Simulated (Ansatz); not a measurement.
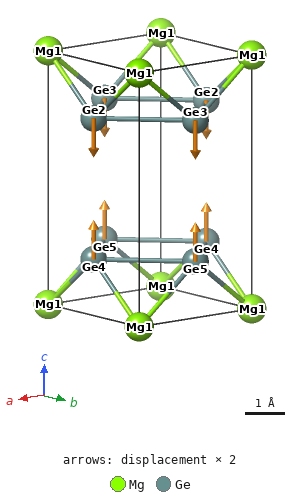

A relaxation of a crystal of MgGe₄ (a generated structure, set up in P4/mmm) (coarse preliminary run). The starting structure is drawn; orange arrows show the displacements (the part carried along by the change of the cell is left out), 2 times their true length.

Style: ball-and-stick. Shown: the cell of the calculation, from a free direction.

These are results of Ansatz 0.2.0, DFT PBE+D3(BJ), scalar-relativistic, plane waves, PAW, not measurements.

The input:
```yaml
crystal:
  lattice:
    - [3.80248369, 0.0, 0.0]
    - [0.0, 3.80248369, 0.0]
    - [0.0, 0.0, 6.80024069]
  atoms:
    - { symbol: Mg, position: [0.0, 0.0, 0.0] }
    - { symbol: Ge, position: [0.0, 0.5, 0.77793134] }
    - { symbol: Ge, position: [0.5, 0.0, 0.77793134] }
    - { symbol: Ge, position: [0.0, 0.5, 0.22206866] }
    - { symbol: Ge, position: [0.5, 0.0, 0.22206866] }
basis:
  ecutwfc: 420
kpoints:
  mp_grid: { grid: [4, 4, 4] }
hamiltonian:
  xc: pbe
  dispersion: d3bj
scf:
  occupations: { method: gaussian, width: 0.1 }
  lower_state_search: "off"
output:
  forces: true
  stress: true
  eigenvalues: true
relax:
  adjacent_minimum: "off"
  f_tol: 0.04
  max_steps: 70
  cell: { stress_tol: 0.4 }
```

Command:
```bash
ansatz run input.yaml --threads 1 --pin off --max-ram 2560MiB --backend cpu --events-out ev --progress --plain --runs-dir out
```

Which element moves most?

Germanium: up to 0.53 Å, against 0.00 Å for magnesium.

What did the optimiser do to the structure, and how much energy did it gain?

After 7 accepted moves (8 points after the start) the energy has fallen by 609 meV per atom. Largest force component: 1.8 eV/Å at the start, 0.011 eV/Å at the end. The pressure goes from 14.29 to 0.06 GPa. The SCF was repeated once at an unchanged geometry on a basis and grid sized afresh for the cell, which shifted the energy by 0.1 meV per atom at most. The largest moves relative to the cell, 0.53 Å, are those of Ge2, Ge3, Ge4 and Ge5. Ge2 goes along −c. Mg stays in place. The drawn cell changes as follows: a = b 3.802 → 3.931 Å (+3.4 %), c 6.800 → 6.403 Å (−5.8 %); the volume changes by +0.7 %. Among the contacts that change: Ge2–Ge4 3.780 → 2.503 Å, Mg1–Ge2 2.428 → 2.769 Å, Ge2–Ge3 2.689 → 2.780 Å. Among the angles between lasting bonds that change: Mg1–Ge4–Mg1 103.1° → 90.5°, Mg1–Ge4–Ge5 123.6° → 120.1°, Mg1–Ge4–Ge5 56.4° → 59.9°. The space group stays P4/mmm (No. 123).

Limits of the set-up: the k-point mesh is coarse for a cell with partly filled bands.
